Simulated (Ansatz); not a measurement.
System: CuCl, space group F-43m (No. 216), 2 atoms in the cell, zincblende type.

```xyz
2
Lattice="0.0000 2.6788 2.6788 2.6788 0.0000 2.6788 2.6788 2.6788 0.0000" Properties=species:S:1:pos:R:3 pbc="T T T"
Cu    0.0000    0.0000    0.0000
Cl    1.3394    1.3394    1.3394
```

Ansatz; DFT, dielectric-dependent PBE0 (fraction 1/eps_inf of PBE), plane waves, PAW, no spin polarisation, 6×6×6 k mesh, 420 eV cutoff.

What does the calculation give for the electronic structure?

There is a gap; over the k points computed it is 2.51 eV (direct among those points). The upper group of valence states starts about 2.1 eV under the valence-band top, with a gap beneath it; it holds about 10 electrons a cell. Within the window shown, the tallest peak of the filled states lies 1.8 eV under the valence-band top, at about 9.3 states per eV and cell.

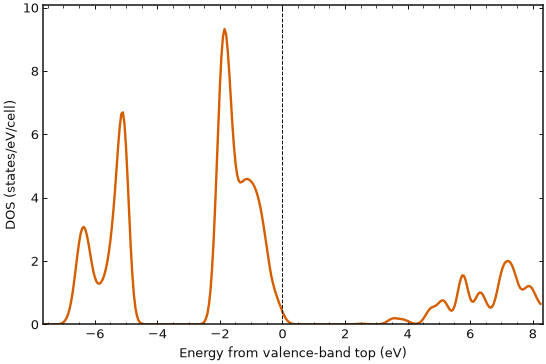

Density of states. Energies are counted from the top of the valence band. The curve is built from the levels of the k mesh with Gaussians 0.4 eV wide, which also blur the band edges.
